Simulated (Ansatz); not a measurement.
Run report: Ti, geometry relaxation

System: Ti (P6₃/mmc, 2 atoms in the cell).
Method: DFT PBE, scalar-relativistic, plane waves, PAW, no spin polarisation (Ansatz 0.2.0).

The structure was made by swapping elements on the sites of another compound; it need not be a known phase. It belongs to a series of runs on one base structure; here: Zr -> Ti on all its sites, cell and atoms relaxed.

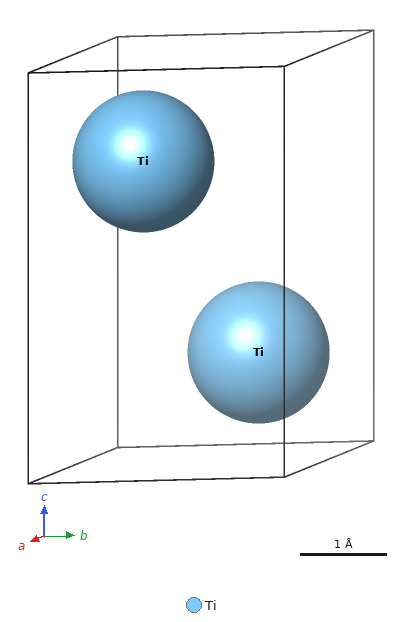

**Figure 1.** The structure as given in the input (spheres-only view of the cell of the calculation, seen slightly off an axis).

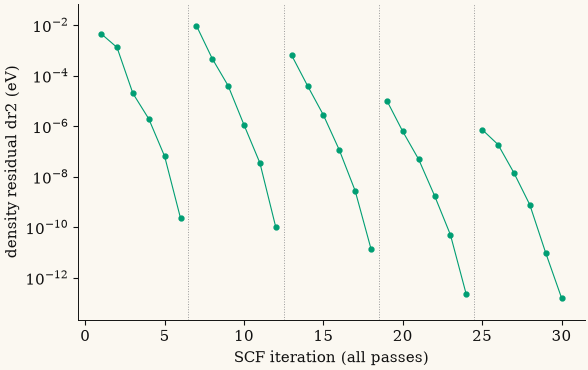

**Figure 2.** Convergence of the self-consistent field: density residual dr2 against the SCF iteration. The dotted lines part the SCF passes of the relaxation: geometry steps, rejected trials and re-solves on a re-selected basis. The 5 passes take 6 iterations each, 30 in all.

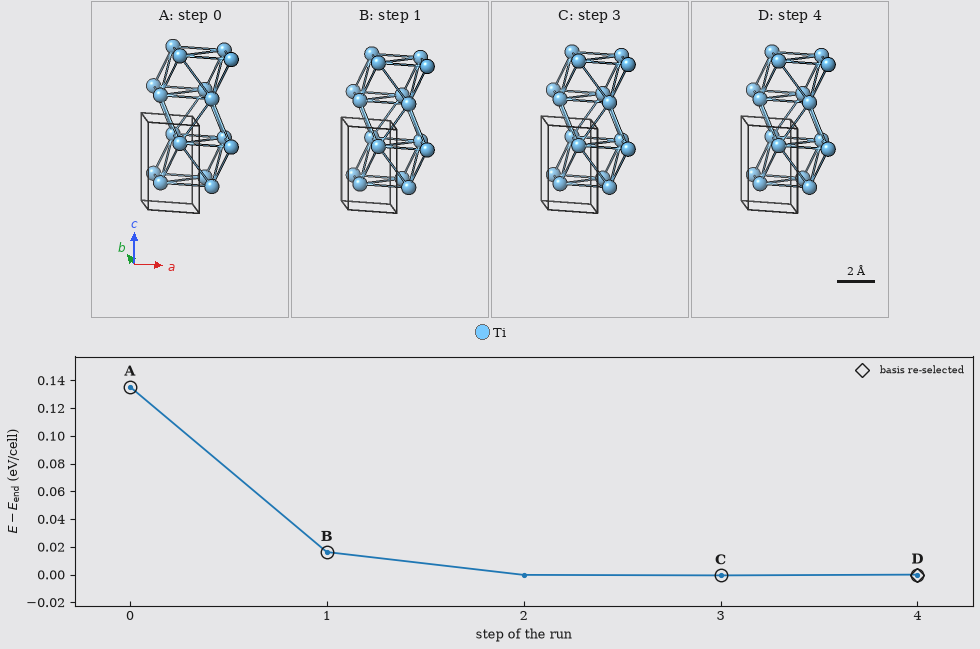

**Figure 3.** Frames of the relaxation (ball-and-stick view of the cell of the calculation, repeated 2 × 2 × 2, seen at an oblique angle) above the curves, on which the letters mark them (the first geometry is step 0 here and step 1 in the log).

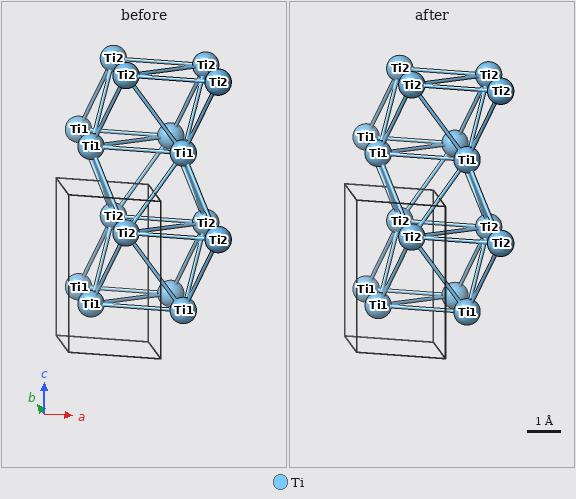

**Figure 4.** Before (left) and after (right) the relaxation, at one scale (ball-and-stick view of the cell of the calculation, repeated 2 × 2 × 2, seen at an oblique angle). The energy falls by 0.136 eV per cell of the calculation in 3 geometry steps. All forces vanish by symmetry, so only the cell relaxes. The pressure goes from −9.92 to −0.01 GPa. The atoms keep their places relative to the cell (all moves are under 0.005 Å). Cell: a = b 3.039 → 2.927 Å (−3.7 %), c 4.853 → 4.689 Å (−3.4 %). Volume −10.4 %. Among the contacts that change: Ti1–Ti1 3.039 → 2.927 Å, Ti1–Ti2 2.994 → 2.890 Å. The space group stays P6_3/mmc (No. 194). A last SCF at the same geometry on a re-selected plane-wave basis shifts the energy by +0.6 meV per cell of the calculation. (Atoms are counted from 1 in the order of the input.)

The input and output of the run follow.

### Input file
```yaml
crystal:
  lattice:
    - [3.0389109146, 0.0, 0.0]
    - [-1.5194554573, 2.6317740519, 0.0]
    - [0.0, 0.0, 4.853140437]
  atoms:
    - { symbol: Ti, position: [0.3333333333, 0.6666666667, 0.25] }
    - { symbol: Ti, position: [0.6666666667, 0.3333333333, 0.75] }
basis:
  ecutwfc: 420
kpoints:
  mp_grid: { grid: [6, 6, 4] }
hamiltonian:
  xc: pbe
scf:
  occupations: { method: gaussian, width: 0.1 }
output:
  forces: true
  stress: true
  eigenvalues: true
relax:
  adjacent_minimum: "off"
  f_tol: 0.05
  max_steps: 60
  cell: { stress_tol: 0.5 }
```

Command:
```bash
ansatz run input.yaml --threads 1 --pin off --max-ram 2560MiB --backend cpu --events-out ev --progress --plain --runs-dir out
```

### Log
```
Engine: ansatz 0.2.0, aarch64-unknown-linux-gnu
Pseudopotentials: kind: paw
Pseudopotential: Ti, paw, valence charge 12, recommended cutoff 420 eV (normal), Ti.paw.azcp
Functional definition: PBE
  parameter kappa = 0.804
  parameter beta = 0.06672455060314922
  exchange = pbe_x(kappa = kappa, mu = beta*pi^2/3)
  correlation = pbe_c(beta = beta)
Crystal: 2 atoms, lattice volume = 38.814 Å³
Basis set: ecut = 420 eV, 749 PW (Γ), exchange–correlation on 48×48×72 points (8 copies of the dense FFT grid, shifted against one another)
Bands: 16, of which v1, the nominal top of the filled ones, is band 12 counted from 1 (11 counted from 0)
Symmetry: 24 space group operations
Space group: P63/mmc (ITA 194), of the structure as read, at distance tolerance 3.4e-5 Å
k-points: 21 of 144
Non-local potential: Ti, projectors of the file, l = 0: 3, l = 1: 2, l = 2: 3, l = 3: 1
PAW form: soft (Blöchl's): semilocal exchange-correlation on the pseudo side does not see the compensation charge
PAW one-centre angular grid: Ti, 590 points (default); XC on 64 Gauss nodes
Initial density: superposition of atomic densities (neutral atoms: chi_scale 0, normalization atom), corrected by the library's trained network
Initial wavefunctions: pseudopotential atomic-orbital guess
Functional: x = pbe(κ = 0.804, μ = 0.2195149727645171), c = pbe(β = 0.06672455060314922)
SCF iter   1: F=—  HF=-4999.190034 eV  |F-HF|=—  |Δ(HF+E_count)|=         —  Δρ=4.53e-3  dr2=4.61e-3  ethr=1.77e-3  ⟨swp⟩=3.6  Hψ=1317  notcnv=0
preconditioner: auto → none  [metal: Δε(μ)=0.045 eV  Ē_g=2.579 eV  σ=0.100 eV  W_gap=0.25  n_scr=8 (ndim 8)  ℏωp=16.9 eV  f_vac=0.000  D(μ)=3.79/eV (n_scr^D=42)  sad-step TF]
SCF iter   2: F=—  HF=-4999.189450 eV  |F-HF|=—  |Δ(HF+E_count)|=   5.84e-4  Δρ=2.34e-3  dr2=1.32e-3  ethr=1.92e-5  ⟨swp⟩=1.0  Hψ=504  notcnv=0
SCF iter   3: F=—  HF=-4999.189649 eV  |F-HF|=—  |Δ(HF+E_count)|=   1.99e-4  Δρ=3.08e-4  dr2=2.01e-5  ethr=5.52e-6  ⟨swp⟩=2.0  Hψ=417  notcnv=0
SCF iter   4: F=—  HF=-4999.189641 eV  |F-HF|=—  |Δ(HF+E_count)|=   8.04e-6  Δρ=8.04e-5  dr2=1.97e-6  ethr=8.37e-8  ⟨swp⟩=3.0  Hψ=609  notcnv=0
iter 5 did not close the SCF: its close was put off for the readings that it lacked (scf_convergence_deferred on its scf_iter line)
SCF iter   5: F=-4999.189640 eV  HF=-4999.189640 eV  |F-HF|=2.12e-8  |Δ(HF+E_count)|=   3.90e-7  Δρ=1.40e-5  dr2=6.45e-8  ethr=8.21e-9  ⟨swp⟩=3.0  Hψ=612  notcnv=0
SCF iter   6: F=-4999.189640 eV  HF=-4999.189640 eV  |F-HF|=1.63e-10  |Δ(HF+E_count)|=   2.99e-9  Δρ=1.20e-6  dr2=2.31e-10  ethr=2.69e-10  ⟨swp⟩=2.1  Hψ=1065  notcnv=0
SCF 1 converged in 6 iterations: F = -4999.189640 eV  dr2 = 2.31e-10
  greatest PAW one-centre occupation: 0.999 electrons in one spin orbital (limit 2), on the Ti atom at site 1 (counted from 0), in its partial waves of l = 0
relax step   1: F+E_penalty+E_count = -4999.18964027 eV  Δ(F+E_penalty+E_count) = +0.000e0 eV  max|allowed force component| = 3.053e-16 eV/Å  Δτ_max = 0.0000 Å  P = -9.919 GPa  Ω = 38.814 Å³  (6 SCF iters, dr2 threshold 1.00e-7 eV, accepted)
Crystal: 2 atoms, lattice volume = 33.504 Å³
Basis set: ecut = 420 eV, 639 PW (Γ), exchange–correlation on 48×48×72 points (8 copies of the dense FFT grid, shifted against one another)
Initial density: handed on by an earlier stage of this run
Initial wavefunctions: those handed on with the density
iter 1 solved again at ethr=3.90e-5 eV; its pass at ethr=3.10e-3 eV (dr2=9.35e-3 eV) is discarded
SCF iter   1: F=—  HF=-4999.310145 eV  |F-HF|=—  |Δ(HF+E_count)|=         —  Δρ=5.43e-3  dr2=9.68e-3  ethr=3.90e-5  ⟨swp⟩=1.0  Hψ=2138  notcnv=0
preconditioner: auto → none  [metal: Δε(μ)=0.042 eV  Ē_g=2.949 eV  σ=0.100 eV  W_gap=0.23  n_scr=8 (ndim 8)  ℏωp=18.1 eV  f_vac=0.000  D(μ)=3.29/eV (n_scr^D=36)]
SCF iter   2: F=—  HF=-4999.308356 eV  |F-HF|=—  |Δ(HF+E_count)|=   1.79e-3  Δρ=1.73e-3  dr2=4.75e-4  ethr=3.90e-5  ⟨swp⟩=2.6  Hψ=534  notcnv=0
SCF iter   3: F=—  HF=-4999.308735 eV  |F-HF|=—  |Δ(HF+E_count)|=   3.79e-4  Δρ=5.51e-4  dr2=4.02e-5  ethr=1.98e-6  ⟨swp⟩=2.0  Hψ=404  notcnv=0
SCF iter   4: F=—  HF=-4999.308813 eV  |F-HF|=—  |Δ(HF+E_count)|=   7.83e-5  Δρ=6.81e-5  dr2=1.13e-6  ethr=1.67e-7  ⟨swp⟩=2.0  Hψ=410  notcnv=0
iter 5 did not close the SCF: its close was put off for the readings that it lacked (scf_convergence_deferred on its scf_iter line)
SCF iter   5: F=-4999.308813 eV  HF=-4999.308813 eV  |F-HF|=2.20e-8  |Δ(HF+E_count)|=   2.87e-9  Δρ=1.36e-5  dr2=3.54e-8  ethr=4.73e-9  ⟨swp⟩=2.4  Hψ=511  notcnv=0
SCF iter   6: F=-4999.308813 eV  HF=-4999.308813 eV  |F-HF|=4.82e-11  |Δ(HF+E_count)|=   1.31e-8  Δρ=1.12e-6  dr2=1.02e-10  ethr=1.47e-10  ⟨swp⟩=1.2  Hψ=1033  notcnv=0
SCF 2 converged in 6 iterations: F = -4999.308813 eV  dr2 = 1.02e-10
relax step   2: F+E_penalty+E_count = -4999.30881333 eV  Δ(F+E_penalty+E_count) = -1.192e-1 eV  max|allowed force component| = 1.480e-16 eV/Å  Δτ_max = 0.0000 Å  P = +4.374 GPa  Ω = 33.504 Å³  energy of the carried Pulay correction = +3.952e-4 eV  (6 SCF iters, dr2 threshold 2.00e-7 eV, accepted)
Crystal: 2 atoms, lattice volume = 34.967 Å³
Basis set: ecut = 420 eV, 687 PW (Γ), exchange–correlation on 48×48×72 points (8 copies of the dense FFT grid, shifted against one another)
iter 1 solved again at ethr=2.50e-6 eV; its pass at ethr=3.10e-3 eV (dr2=6.01e-4 eV) is discarded
SCF iter   1: F=—  HF=-4999.325279 eV  |F-HF|=—  |Δ(HF+E_count)|=         —  Δρ=1.41e-3  dr2=6.47e-4  ethr=2.50e-6  ⟨swp⟩=1.4  Hψ=2116  notcnv=0
preconditioner: auto → none  [metal: Δε(μ)=0.042 eV  Ē_g=2.809 eV  σ=0.100 eV  W_gap=0.23  n_scr=8 (ndim 8)  ℏωp=17.8 eV  f_vac=0.000  D(μ)=3.57/eV (n_scr^D=42)]
SCF iter   2: F=—  HF=-4999.325235 eV  |F-HF|=—  |Δ(HF+E_count)|=   4.44e-5  Δρ=5.02e-4  dr2=4.03e-5  ethr=2.50e-6  ⟨swp⟩=2.2  Hψ=446  notcnv=0
SCF iter   3: F=—  HF=-4999.325282 eV  |F-HF|=—  |Δ(HF+E_count)|=   4.79e-5  Δρ=1.40e-4  dr2=2.78e-6  ethr=1.68e-7  ⟨swp⟩=2.1  Hψ=413  notcnv=0
iter 4 did not close the SCF: its close was put off for the readings that it lacked (scf_convergence_deferred on its scf_iter line)
SCF iter   4: F=-4999.325289 eV  HF=-4999.325289 eV  |F-HF|=4.88e-8  |Δ(HF+E_count)|=   6.31e-6  Δρ=2.07e-5  dr2=1.16e-7  ethr=1.16e-8  ⟨swp⟩=2.2  Hψ=451  notcnv=0
iter 5 did not close the SCF: its close was put off for the readings that it lacked (scf_convergence_deferred on its scf_iter line)
SCF iter   5: F=-4999.325289 eV  HF=-4999.325289 eV  |F-HF|=1.90e-9  |Δ(HF+E_count)|=   1.13e-8  Δρ=3.89e-6  dr2=2.81e-9  ethr=4.84e-10  ⟨swp⟩=2.4  Hψ=500  notcnv=0
SCF iter   6: F=-4999.325289 eV  HF=-4999.325289 eV  |F-HF|=7.28e-12  |Δ(HF+E_count)|=   1.28e-9  Δρ=3.93e-7  dr2=1.40e-11  ethr=1.17e-11  ⟨swp⟩=1.0  Hψ=1006  notcnv=0
SCF 3 converged in 6 iterations: F = -4999.325289 eV  dr2 = 1.40e-11
relax step   3: F+E_penalty+E_count = -4999.32528871 eV  Δ(F+E_penalty+E_count) = -1.648e-2 eV  max|allowed force component| = 3.701e-16 eV/Å  Δτ_max = 0.0000 Å  P = -0.583 GPa  Ω = 34.967 Å³  energy of the carried Pulay correction = +2.806e-4 eV  (6 SCF iters, dr2 threshold 2.00e-7 eV, accepted)
Crystal: 2 atoms, lattice volume = 34.788 Å³
iter 1 solved again at ethr=2.46e-8 eV; its pass at ethr=3.10e-3 eV (dr2=5.90e-6 eV) is discarded
SCF iter   1: F=—  HF=-4999.325649 eV  |F-HF|=—  |Δ(HF+E_count)|=         —  Δρ=1.78e-4  dr2=1.03e-5  ethr=2.46e-8  ⟨swp⟩=2.0  Hψ=2100  notcnv=0
preconditioner: auto → none  [metal: Δε(μ)=0.040 eV  Ē_g=2.829 eV  σ=0.100 eV  W_gap=0.22  n_scr=8 (ndim 8)  ℏωp=17.8 eV  f_vac=0.000  D(μ)=3.53/eV (n_scr^D=36)]
SCF iter   2: F=—  HF=-4999.325652 eV  |F-HF|=—  |Δ(HF+E_count)|=   3.38e-6  Δρ=6.45e-5  dr2=6.22e-7  ethr=2.46e-8  ⟨swp⟩=3.0  Hψ=609  notcnv=0
iter 3 did not close the SCF: its close was put off for the readings that it lacked (scf_convergence_deferred on its scf_iter line)
SCF iter   3: F=-4999.325653 eV  HF=-4999.325653 eV  |F-HF|=8.59e-8  |Δ(HF+E_count)|=   6.24e-7  Δρ=1.95e-5  dr2=4.93e-8  ethr=2.59e-9  ⟨swp⟩=2.0  Hψ=404  notcnv=0
iter 4 did not close the SCF: its close was put off for the readings that it lacked (scf_convergence_deferred on its scf_iter line)
SCF iter   4: F=-4999.325653 eV  HF=-4999.325653 eV  |F-HF|=6.79e-10  |Δ(HF+E_count)|=   9.61e-8  Δρ=2.67e-6  dr2=1.80e-9  ethr=2.05e-10  ⟨swp⟩=2.1  Hψ=431  notcnv=0
iter 5 did not close the SCF: its close was put off for the readings that it lacked (scf_convergence_deferred on its scf_iter line)
SCF iter   5: F=-4999.325653 eV  HF=-4999.325653 eV  |F-HF|=3.00e-11  |Δ(HF+E_count)|=  1.29e-10  Δρ=4.99e-7  dr2=5.11e-11  ethr=7.52e-12  ⟨swp⟩=2.3  Hψ=488  notcnv=0
SCF iter   6: F=-4999.325653 eV  HF=-4999.325653 eV  |F-HF|=0.00e0  |Δ(HF+E_count)|=  2.09e-11  Δρ=4.69e-8  dr2=2.21e-13  ethr=1.00e-12  ⟨swp⟩=1.0  Hψ=757  notcnv=0
SCF 4 converged in 6 iterations: F = -4999.325653 eV  dr2 = 2.21e-13
relax step   4: F+E_penalty+E_count = -4999.32565302 eV  Δ(F+E_penalty+E_count) = -3.643e-4 eV  max|allowed force component| = 7.401e-17 eV/Å  Δτ_max = 0.0000 Å  P = -0.026 GPa  Ω = 34.788 Å³  energy of the carried Pulay correction = +2.943e-4 eV  (6 SCF iters, dr2 threshold 2.00e-7 eV, accepted)
Basis set: ecut = 420 eV, 687 PW (Γ), exchange–correlation on 40×40×64 points (8 copies of the dense FFT grid, shifted against one another)
Initial wavefunctions: pseudopotential atomic-orbital guess (no wavefunctions were taken with the density)
iter 1 solved again at ethr=4.77e-9 eV; its pass at ethr=3.10e-3 eV (dr2=1.14e-6 eV) is discarded
SCF iter   1: F=—  HF=-4999.325073 eV  |F-HF|=—  |Δ(HF+E_count)|=         —  Δρ=1.32e-4  dr2=7.38e-7  ethr=4.77e-9  ⟨swp⟩=2.6  Hψ=2235  notcnv=0
SCF iter   2: F=—  HF=-4999.325100 eV  |F-HF|=—  |Δ(HF+E_count)|=   2.67e-5  Δρ=6.51e-5  dr2=1.89e-7  ethr=3.07e-9  ⟨swp⟩=2.2  Hψ=550  notcnv=0
SCF iter   3: F=—  HF=-4999.325100 eV  |F-HF|=—  |Δ(HF+E_count)|=   3.59e-7  Δρ=8.63e-6  dr2=1.44e-8  ethr=7.88e-10  ⟨swp⟩=2.1  Hψ=553  notcnv=0
iter 4 did not close the SCF: its close was put off for the readings that it lacked (scf_convergence_deferred on its scf_iter line)
SCF iter   4: F=-4999.325100 eV  HF=-4999.325100 eV  |F-HF|=9.21e-10  |Δ(HF+E_count)|=   2.24e-9  Δρ=2.88e-6  dr2=7.87e-10  ethr=6.00e-11  ⟨swp⟩=3.0  Hψ=604  notcnv=0
iter 5 did not close the SCF: its close was put off for the readings that it lacked (scf_convergence_deferred on its scf_iter line)
SCF iter   5: F=-4999.325100 eV  HF=-4999.325100 eV  |F-HF|=7.28e-12  |Δ(HF+E_count)|=  9.82e-10  Δρ=2.22e-7  dr2=9.88e-12  ethr=3.28e-12  ⟨swp⟩=2.5  Hψ=603  notcnv=0
SCF iter   6: F=-4999.325100 eV  HF=-4999.325100 eV  |F-HF|=0.00e0  |Δ(HF+E_count)|=  3.64e-12  Δρ=3.28e-8  dr2=1.62e-13  ethr=1.00e-12  ⟨swp⟩=1.0  Hψ=756  notcnv=0
SCF 5 converged in 6 iterations: F = -4999.325100 eV  dr2 = 1.62e-13
relax step   5: F+E_penalty+E_count = -4999.32510005 eV  Δ(F+E_penalty+E_count) = +5.530e-4 eV  max|allowed force component| = 1.295e-16 eV/Å  Δτ_max = 0.0000 Å  P = -0.005 GPa  Ω = 34.788 Å³  stress off target by 4.65e-2 GPa  SCF on the basis re-selected at this cell (its energy is not comparable with the rows above)  (6 SCF iters)
basis re-selected at this cell: Δ(F+E_penalty+E_count) = +5.530e-4 eV, ΔP = +0.021 GPa vs the last step (what re-selecting the basis moved, of the pressure what is left beyond the Pulay correction that the steps carried, after the strain that the cell walked since its last selection, with what the two solves' SCF thresholds leave and, on support functions, any second-order correction that the steps lacked; it is no measure of the basis error at this ecutwfc). The dense FFT grid was sized anew with the basis: this SCF ran on 20×20×32 points, the steps before it on 24×24×36, so part of this shift can come from that change (see relax.cell in the input reference). This SCF's stress stands 4.65e-2 GPa from its target on what of the cell is left free (relax.cell.stress_tol is 5.00e-1 GPa) and its largest allowed force component is 1.30e-16 eV/Å (relax.f_tol is 5.00e-2 eV/Å): within both
SCF converged after 6 iterations
Free energy (F): -4999.325100 eV
Harris-Foulkes:  -4999.325100 eV  (|F-HF|=0.00e0)
Internal energy: -4999.307441 eV  (E = F + TS)
E sigma→0 (E₀):  -4999.316270 eV
Entropy (-TS):   -0.017659 eV (-8.830 meV/atom)
Fermi energy:    13.430762 eV
--- Per-component energies (eV) ---
  E_band       = -315.259069
  E_kinetic    = 544.715916
  E_local      = -1627.188376  (includes V_loc(G=0)·N_el)
  E_nonlocal   = 16.115601
  E_hartree    = 668.328691
  E_xc         = -194.916410
  E_vxc        = -243.848256  (∫ρ·V_xc dr)
  E_paw        = -2095.134503  (= ΣΔE_a)
  E_vpaw       = -341.711559  (= ΣTr[D̂ρ^β])
  E_aug_tail   = 0.000229  (compensation charges beyond the density's cutoff)
  E_ewald      = -2311.228587
  E_smearing   = -0.017659  (= −TS)
  E_closure    = 0.000000  (closes the sum)
  Σ components = -4999.325100   (vs F -4999.325100, Δ=0.00e0)
--- Forces (eV/Å), atoms counted from 1 ---
  atom   1  Ti     0.00000000     0.00000000     0.00000000
  atom   2  Ti    -0.00000000    -0.00000000    -0.00000000
  max |Σ_I F_I| component: 0.00e0 eV/Å
--- Stress (GPa, compression-positive) ---
       -0.030816       0.000000       0.000000
        0.000000      -0.030816       0.000000
        0.000000       0.000000       0.046487
  P = ⅓ Tr σ = -0.0050 GPa (-0.050 kbar)
--- Band table (eV; the first three rows and the last of 21) ---
  k-point 0: bands = ["-43.4459", "-43.3143", "-20.0382", "-19.4027", "-19.4027", "-19.3456", "-19.3078", "-19.3078", "7.1757", "10.6734", "14.0122", "14.1519", "14.1519", "14.1849", "14.6316", "14.6316"]
  k-point 1: bands = ["-43.4268", "-43.3338", "-19.9402", "-19.4506", "-19.3889", "-19.3889", "-19.3217", "-19.3217", "7.6827", "10.3137", "13.4446", "13.9195", "14.0205", "14.0205", "14.4038", "14.4038"]
  k-point 2: bands = ["-43.3805", "-43.3805", "-19.6989", "-19.6989", "-19.3554", "-19.3554", "-19.3554", "-19.3554", "9.0011", "9.0011", "13.4042", "13.4042", "14.0753", "14.0753", "14.0753", "14.0753"]
  k-point 20: bands = ["-43.2957", "-43.2957", "-19.8574", "-19.8574", "-19.6872", "-19.6872", "-19.4432", "-19.4432", "12.1286", "12.1286", "12.2971", "12.2971", "13.1406", "13.1406", "15.0270", "15.0270"]
--- Relaxed structure (4 steps of the walk, 4 accepted, 1 SCFs on fresh bases) ---
  F+E_penalty+E_count = -4999.32510005 eV   max|allowed force component| = 1.295e-16 eV/Å   (the final SCF, on the basis selected at the relaxed cell)
  cell:  # Å, volume = 34.7884 Å³
    - [2.926869250607116, 1.2820473708190486e-33, 8.643015983049764e-35]
    - [-1.463434625303558, 2.5347431245812846, -3.073996090418877e-35]
    - [1.3802895689803092e-34, 2.3004826149671823e-35, 4.689188455573739]
  atoms:
    - { symbol: Ti, position: [0.3333333333333333, 0.6666666666666666, 0.24999999999999997] }
    - { symbol: Ti, position: [0.6666666666666665, 0.3333333333333333, 0.7499999999999999] }
```

### Trajectory as extended XYZ (Å, eV, eV/Å), 5 frames, from step=1 to step=5
```
2
Lattice="3.0389 0.0000 0.0000 -1.5195 2.6318 0.0000 0.0000 0.0000 4.8531" Properties=species:S:1:pos:R:3:forces:R:3 step=1 energy=-4999.18964 pressure_GPa=-9.92
Ti    0.0000    1.7545    1.2133    0.0000   0.0000   0.0000
Ti    1.5195    0.8773    3.6399    0.0000   0.0000   0.0000
2
Lattice="2.8906 0.0000 0.0000 -1.4453 2.5034 0.0000 0.0000 0.0000 4.6300" Properties=species:S:1:pos:R:3:forces:R:3 step=2 energy=-4999.30881 pressure_GPa=4.37
Ti    0.0000    1.6689    1.1575    0.0000   0.0000   0.0000
Ti    1.4453    0.8345    3.4725    0.0000   0.0000   0.0000
2
Lattice="2.9325 0.0000 0.0000 -1.4663 2.5396 0.0000 0.0000 0.0000 4.6951" Properties=species:S:1:pos:R:3:forces:R:3 step=3 energy=-4999.32529 pressure_GPa=-0.58
Ti    0.0000    1.6931    1.1738    0.0000   0.0000   0.0000
Ti    1.4663    0.8465    3.5214    0.0000   0.0000   0.0000
2
Lattice="2.9269 0.0000 0.0000 -1.4634 2.5347 0.0000 0.0000 0.0000 4.6892" Properties=species:S:1:pos:R:3:forces:R:3 step=4 energy=-4999.32565 pressure_GPa=-0.03
Ti    0.0000    1.6898    1.1723    0.0000   0.0000   0.0000
Ti    1.4634    0.8449    3.5169    0.0000   0.0000   0.0000
2
Lattice="2.9269 0.0000 0.0000 -1.4634 2.5347 0.0000 0.0000 0.0000 4.6892" Properties=species:S:1:pos:R:3:forces:R:3 step=5 energy=-4999.32510 pressure_GPa=-0.01
Ti    0.0000    1.6898    1.1723    0.0000   0.0000   0.0000
Ti    1.4634    0.8449    3.5169    0.0000   0.0000   0.0000
```

### Results in brief

| quantity | value |
| --- | --- |
| outcome | converged |
| space group (tolerance 0.01 Å) | P6₃/mmc (194) |
| electrons treated | 24 |
| free energy | −4999.3251 eV |
| Fermi energy | 13.431 eV |
| gap on the k-point mesh | none (metallic) |
| pressure | −0.01 GPa |
| final volume | 34.79 Å³ |
| largest force (length of the vector) at the end | under 0.001 eV/Å |
| final cell | a = 2.927 Å, b = 2.927 Å, c = 4.689 Å, α = 90.00°, β = 90.00°, γ = 120.00° |
| hardware | 1 thread of Arm Neoverse V1, 24 GiB of memory available, shared host |
| wall time | 4.9 s |
| peak memory | 0.29 GiB |
